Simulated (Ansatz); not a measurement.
## Single-point calculation, with input and output: C

The run: single-point calculation of C (slab, 4 atoms in the cell). Method and program: DFT PBE+D3(BJ), scalar-relativistic, plane waves, PAW, PAW set soft_1, no spin polarisation (Ansatz 0.2.0).

The structure derives from an entry of the Crystallography Open Database.

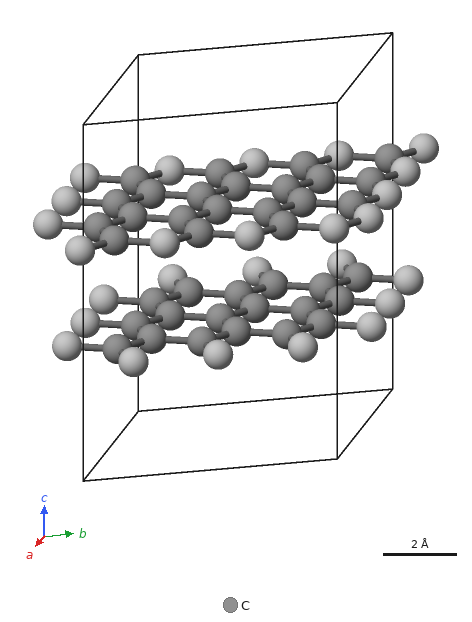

Fig. 1: The structure (ball-and-stick view of the 3 × 3 repeat of the cell, with the vacuum cut short, seen slightly off an axis; neighbours outside the cell are drawn fainter). An atom can appear more than once, as a periodic image.

The input
```yaml
crystal:
  lattice:
    - [2.4656524409, 0.0, 0.0]
    - [-1.2328262205, 2.1353176507, 0.0]
    - [0.0, 0.0, 17.5000663885]
  atoms:
    - { symbol: C, position: [0.6666666667, 0.3333333333, 0.2571437784] }
    - { symbol: C, position: [0.3333333333, 0.6666666667, 0.2571418816] }
    - { symbol: C, position: [0.8333333333, 0.3333333333, 0.4417164036] }
    - { symbol: C, position: [1.1666666667, 0.0, 0.4417145068] }
basis:
  ecutwfc: 420
kpoints:
  mp_grid: { grid: [15, 15, 1] }
hamiltonian:
  xc: pbe
  pseudopotentials: { kind: paw, azcp: { folder: soft_1 } }
  dispersion: d3bj
scf:
  occupations: { method: gaussian, width: 0.1 }
output:
  forces: true
  eigenvalues: true
  write_density: true
  write_potential: true
  elf: true
  volumetric_format: npy
efield:
  axis: 3
  dipole_correction: true
  ramp_width: 0.04
```

Launched with:
```bash
ansatz run input.yaml --threads 1 --pin off --max-ram 3072MiB --backend cpu --events-out ev --progress --plain --runs-dir out
```

Output
```
Engine: ansatz 0.2.0, aarch64-unknown-linux-gnu
Pseudopotentials: kind: paw
Pseudopotential: C, paw, valence charge 4, recommended cutoff 420 eV (normal), [file]
Functional definition: PBE
  parameter kappa = 0.804
  parameter beta = 0.06672455060314922
  exchange = pbe_x(kappa = kappa, mu = beta*pi^2/3)
  correlation = pbe_c(beta = beta)
Crystal: 4 atoms, lattice volume = 92.137 Å³
Basis set: ecut = 420 eV, 1745 PW (Γ), exchange–correlation on 36×36×240 points (8 copies of the dense FFT grid, shifted against one another)
Bands: 12, of which v1, the nominal top of the filled ones, is band 8 counted from 1 (7 counted from 0)
Symmetry: 1 space group operations
k-points: 113 of 225 (time reversal used)
Non-local potential: C, projectors of the file, l = 0: 2, l = 1: 2, l = 2: 1
PAW form: soft (Blöchl's): semilocal exchange-correlation on the pseudo side does not see the compensation charge
PAW one-centre angular grid: C, 110 points (default); XC on 64 Gauss nodes
Initial density: superposition of atomic densities (neutral atoms: chi_scale 0, normalization atom)
Initial wavefunctions: pseudopotential atomic-orbital guess
Functional: x = pbe(κ = 0.804, μ = 0.2195149727645171), c = pbe(β = 0.06672455060314922)
SCF iter   1: F=—  HF=-1006.424112 eV  |F-HF|=—  |Δ(HF+E_count)|=         —  Δρ=7.89e-2  dr2=5.11e0  ethr=3.10e-3  p=0.000 e·Å  D=3.24e-7 V/Å  ΔV_dip=-0.00 eV  dr2_dipole=3.63e-8  V_vac-E_F(+/−)=8.30/8.30 eV  ⟨swp⟩=6.4  Hψ=9448  notcnv=0
efield: sawtooth ramp at fractional position 0.8294 (placed from the atoms, in the widest stretch of the axis that holds none; the zero of the levels goes with the place), width 0.0400; the density the first Hamiltonian is built on has a dipole p = 0.000 e·Å; the dipole correction subtracts the counter field D = 3.24e-7 V/Å, which shifts the + side's vacuum level by -0.00 eV against the − side's; the planar-averaged density in the ramp window peaks in size at 9.0e-7 e/Å³
preconditioner: auto → none  [insulator: Δε(μ)=0.218 eV  Ē_g=16.298 eV  σ=0.100 eV  W_gap=0.88  n_scr=10 (ndim 8)  ℏωp=15.5 eV  f_vac=0.584  D(μ)=0.06/eV (n_scr^D=0)  ε∞_Penn≈1.9]
SCF iter   2: F=—  HF=-1004.345115 eV  |F-HF|=—  |Δ(HF+E_count)|=    2.08e0  Δρ=2.86e-2  dr2=4.46e-1  ethr=3.10e-3  p=-0.000 e·Å  D=-1.88e-4 V/Å  ΔV_dip=0.00 eV  dr2_dipole=4.14e-7  V_vac-E_F(+/−)=5.15/5.15 eV  ⟨swp⟩=3.1  Hψ=4041  notcnv=0
SCF iter   3: F=—  HF=-1004.212716 eV  |F-HF|=—  |Δ(HF+E_count)|=   1.32e-1  Δρ=5.55e-3  dr2=1.41e-2  ethr=2.79e-3  p=0.000 e·Å  D=8.95e-4 V/Å  ΔV_dip=-0.02 eV  dr2_dipole=8.60e-6  V_vac-E_F(+/−)=4.34/4.36 eV  ⟨swp⟩=3.2  Hψ=3457  notcnv=0
SCF iter   4: F=—  HF=-1004.217035 eV  |F-HF|=—  |Δ(HF+E_count)|=   4.32e-3  Δρ=1.99e-3  dr2=1.63e-2  ethr=8.82e-5  p=-0.002 e·Å  D=-4.00e-3 V/Å  ΔV_dip=0.07 eV  dr2_dipole=1.68e-4  V_vac-E_F(+/−)=4.17/4.10 eV  ⟨swp⟩=3.0  Hψ=3016  notcnv=0
SCF iter   5: F=—  HF=-1004.212734 eV  |F-HF|=—  |Δ(HF+E_count)|=   4.30e-3  Δρ=3.26e-4  dr2=9.01e-4  ethr=8.82e-5  p=0.003 e·Å  D=5.84e-3 V/Å  ΔV_dip=-0.10 eV  dr2_dipole=3.48e-4  V_vac-E_F(+/−)=4.26/4.36 eV  ⟨swp⟩=2.5  Hψ=2225  notcnv=0
SCF iter   6: F=—  HF=-1004.212553 eV  |F-HF|=—  |Δ(HF+E_count)|=   1.81e-4  Δρ=1.44e-4  dr2=2.11e-5  ethr=5.63e-6  p=-0.000 e·Å  D=-5.48e-4 V/Å  ΔV_dip=0.01 eV  dr2_dipole=3.03e-6  V_vac-E_F(+/−)=4.31/4.30 eV  ⟨swp⟩=2.3  Hψ=1874  notcnv=0
SCF iter   7: F=—  HF=-1004.212600 eV  |F-HF|=—  |Δ(HF+E_count)|=   4.77e-5  Δρ=6.89e-5  dr2=1.39e-6  ethr=1.32e-7  p=-0.000 e·Å  D=-7.24e-5 V/Å  ΔV_dip=0.00 eV  dr2_dipole=6.01e-8  V_vac-E_F(+/−)=4.30/4.30 eV  ⟨swp⟩=2.7  Hψ=2370  notcnv=0
SCF iter   8: F=—  HF=-1004.212603 eV  |F-HF|=—  |Δ(HF+E_count)|=   2.29e-6  Δρ=1.44e-5  dr2=2.17e-7  ethr=8.66e-9  p=0.000 e·Å  D=2.23e-5 V/Å  ΔV_dip=-0.00 eV  dr2_dipole=8.44e-10  V_vac-E_F(+/−)=4.30/4.30 eV  ⟨swp⟩=2.0  Hψ=2230  notcnv=0
SCF iter   9: F=-1004.212603 eV  HF=-1004.212603 eV  |F-HF|=4.51e-9  |Δ(HF+E_count)|=   5.52e-8  Δρ=2.76e-6  dr2=9.08e-9  ethr=6.25e-10  p=-0.000 e·Å  D=-1.77e-6 V/Å  ΔV_dip=0.00 eV  dr2_dipole=2.30e-11  V_vac-E_F(+/−)=4.30/4.30 eV  ⟨swp⟩=12.9  Hψ=12430  notcnv=0
SCF 1 converged in 9 iterations: F = -1004.212603 eV  dr2 = 9.08e-9
  greatest PAW one-centre occupation: 0.673 electrons in one spin orbital (limit 2), on the C atom at site 0 (counted from 0), in its partial waves of l = 0
```

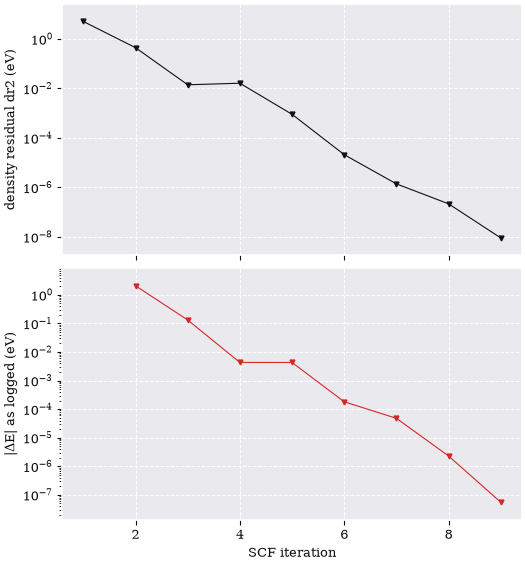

Fig. 2: Convergence of the self-consistent field: density residual dr2 and size of the energy change against the SCF iteration. The residual falls almost steadily, with no more than small rises.

```
WARN: The output density's exchange-correlation potential varies sharply where the density is thin. Do not read a vacuum level from v_tot or v_xc, or from such a field of the output density. On a cell that repeats whose density bears no net charge and no dipole along the vacuum's axis use v_es (v_loc + v_h of the components); under efield.dipole_correction with no amplitude use v_es + v_field, which holds any external_charges[].barrier, or the levels of the report's work_function block, which leave it out; under a non-zero efield.amplitude the vacuum is tilted and has no level; on a cell that repeats and bears such a dipole with no correction it is tilted too, and efield.dipole_correction with no amplitude gives each side of its ramp a level where efield: is served; in a cell that repeats whose density bears a net charge (total_charge, or a fill off its count) it is curved and has none; of a slab under crystal.periodic whose density bears no net charge use v_es, which has a level on each side, short of where the two are joined; of another it falls or rises all the way out and has none; of a slab beside external_charges read slab_vacuum_level instead, which it has where they leave it neutral. The grid or the basis barely resolves most such structure, and the values can differ between equally converged runs; as a rule a tighter scf.convergence.dr2_threshold does not remove it. Where the density itself ripples (under the LDA too) a higher basis.ecutwfc lessens it. The files hold the spikes' plane waves up to the density's cutoff. Files: v_tot_of_output_density and the like, and their columns of v_z.tsv (output.write_potential); v_xc_of_output_density and the like, and their columns of v_comp_z.tsv (output.write_potential_components). Measured: with its Gaussian average of σ = 0.25 Å subtracted twice, the exchange-correlation potential is over 0.1 eV at 14 of the grid points where the equally averaged density (valence and model cores) is under 1e-3 e/Å³, and 0.167 eV at the most among them, at an averaged density of 2.3e-7 e/Å³. The input density's (outcome.potential() and, of a run that writes arrays, v_tot and v_xc) is over 0.1 eV, so measured, at 13 points of its own thin density, 0.173 eV at the most. See output.write_potential in the manual, Limitations
SCF converged after 9 iterations
Free energy (F): -1004.212603 eV
Harris-Foulkes:  -1004.212603 eV  (|F-HF|=4.51e-9)
Internal energy: -1004.212452 eV  (E = F + TS)
E sigma→0 (E₀):  -1004.212527 eV
Entropy (-TS):   -0.000150 eV (-0.038 meV/atom)
Fermi energy:    0.035295 eV
Dipole field:    D = -0.000011 V/Å  (p = -0.000006 e·Å, saw-weighted, corrected)
Work function:   Φ+ = 4.2982 eV   Φ− = 4.2980 eV
Levels:          The Fermi level and band energies are counted from a zero that moves with the ramp; work functions are not
--- Per-component energies (eV) ---
  E_band       = -145.491298
  E_kinetic    = 354.114527
  E_local      = -6282.410263  (includes V_loc(G=0)·N_el)
  E_nonlocal   = 93.753906
  E_hartree    = 2975.875312
  E_xc         = -187.851656
  E_vxc        = -231.337096  (∫ρ·V_xc dr)
  E_paw        = -400.393137  (= ΣΔE_a)
  E_vpaw       = -31.363905  (= ΣTr[D̂ρ^β])
  E_aug_tail   = 0.000065  (compensation charges beyond the density's cutoff)
  E_efield     = 0.000000  (sawtooth field / dipole correction)
  E_vefield    = 0.000000  (∫n·V_field dr)
  E_ewald      = 2443.190940
  E_disp       = -0.492146  (pairwise vdW)
  E_smearing   = -0.000150  (= −TS)
  E_closure    = -0.000000  (closes the sum)
  Σ components = -1004.212603   (vs F -1004.212603, Δ=0.00e0)
--- Forces (eV/Å), atoms counted from 1 ---
  atom   1  C      0.00837994     0.00296820    -0.03285302
  atom   2  C      0.00639197     0.00492261    -0.04849548
  atom   3  C     -0.00837807    -0.00296150     0.03183904
  atom   4  C     -0.00639425    -0.00492889     0.04970737
  max |Σ_I F_I| component: 1.98e-4 eV/Å
--- Band table (eV; the first three rows and the last of 113) ---
  k-point 0: bands = ["-19.5740", "-19.3724", "-8.1386", "-6.9666", "-2.9902", "-2.9817", "-2.9788", "-2.9692", "3.4910", "3.9231", "4.8446", "6.5272"]
  k-point 1: bands = ["-19.4684", "-19.2681", "-8.0109", "-6.8435", "-3.4155", "-3.3953", "-3.2072", "-3.1979", "3.6329", "4.0657", "4.9880", "6.6689"]
  k-point 2: bands = ["-19.1523", "-18.9558", "-7.6299", "-6.4767", "-4.5528", "-4.5160", "-3.7736", "-3.7604", "4.0582", "4.4932", "5.4184", "7.0928"]
  k-point 112: bands = ["-15.1892", "-15.0449", "-12.0726", "-11.9605", "-6.6308", "-6.5891", "-3.1606", "-2.4718", "2.2263", "2.7226", "7.8352", "8.0615"]
```

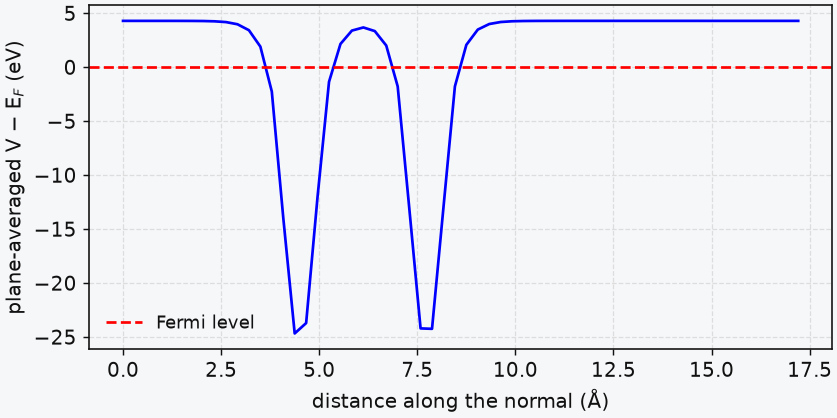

Fig. 3: Plane average of the electrostatic potential energy of an electron across the cell, from the Fermi level. The vacuum level lies 4.30 eV above the Fermi level.

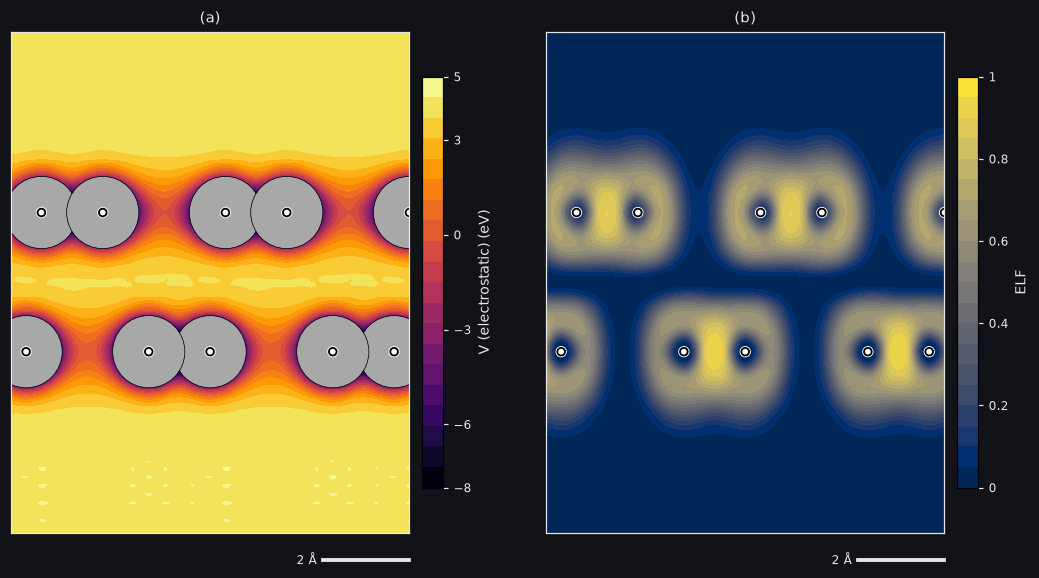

Fig. 4: (a) electrostatic potential (local pseudopotential plus Hartree) felt by an electron; (b) ELF on the (110) plane of the calculation cell, a cut from vacuum to vacuum. Circles mark the nuclei in the plane (C). Grey discs, where drawn, cover atomic cores. C–C (1.42 Å): the ELF peaks at about 0.95 between the atoms, which marks a covalent bond. In a PAW calculation such maps are meaningful between the atoms, not at the nuclei.

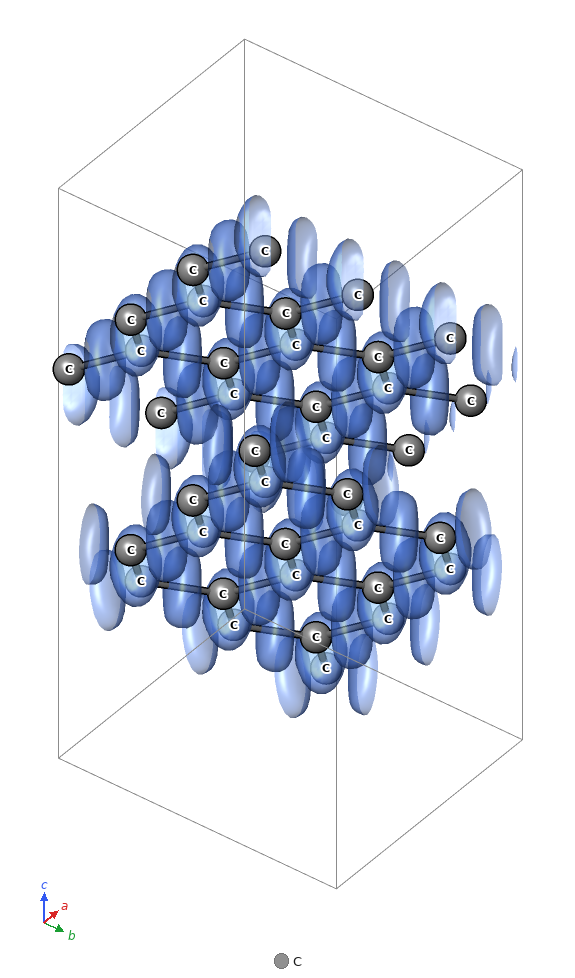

Fig. 5: Isosurface of the ELF at 0.8 (blue), seen at an oblique angle. Only the valence region is drawn (cores and ρ < 0.01 e/Å³ removed). Sticks mark near contacts. Values along the shortest contacts: C–C (1.42 Å): the ELF peaks at about 0.95 between the atoms, which marks localised, shared-pair bonding.

Results in brief

| quantity | value |
| --- | --- |
| outcome | converged |
| electrons treated | 16 |
| free energy | −1004.2126 eV |
| work function, top face | 4.30 eV |
| work function, bottom face | 4.30 eV |
| Fermi energy | 0.035 eV |
| gap on the k-point mesh | 0.28 eV |
| work function (upper face) | 4.30 eV |
| largest force (length of the vector) | 0.050 eV/Å |
| hardware | 1 thread of Arm Neoverse V2, 24 GiB of memory available, shared host |
| wall time | 20 s |
| peak memory | 0.41 GiB |

Notes

The program warns: the exchange-correlation potential is rough where the density is thin.
